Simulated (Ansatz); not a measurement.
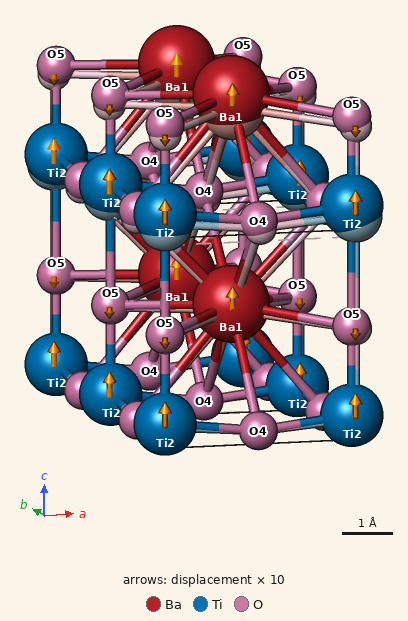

A crystal of BaTiO₃ (built on the database structure type) at its r2SCAN-relaxed geometry, drawn pale, and a changed version of it, drawn solid. The orange arrows show how the atoms are displaced (without the part that the change of the cell carries along), magnified 10 times. Style: ball-and-stick. Shown: the cell of the calculation, repeated 1 × 2 × 2 with one cell outlined, slightly off an axis.

Method: Ansatz, DFT, PBE, plane waves, PAW. Settings: plane-wave cutoff 420 eV; k-point mesh 6 × 6 × 6; occupations fermi dirac; smearing width 0.02 eV; no spin polarisation.

Describe the change and its computed effect.

Answer. The cell is strained by +3.5 % along c and −2.0 % across it (volume −0.6 %). The atoms and the free axis were relaxed with r2SCAN under that strain, and this is a single point on that geometry. The energy rises by 11.2 meV per atom. Pressure: 3.2 GPa before, 6.9 GPa after. The principal stresses (compression positive) are 3.4 GPa along c and 8.6 GPa across it. The largest force is 0.16 eV/Å, on an O atom. The forces point partly back along the displacements (cosine −0.42). The band gap: 1.87 eV before, 1.91 eV after. Near-neighbour distances before and after: O–Ti 2.292 → 2.452 Å, Ba–O 2.925 → 2.993 Å, Ba–O 2.813 → 2.763 Å, O–Ti 1.993 → 1.959 Å. The space group stays P4mm (No. 99).
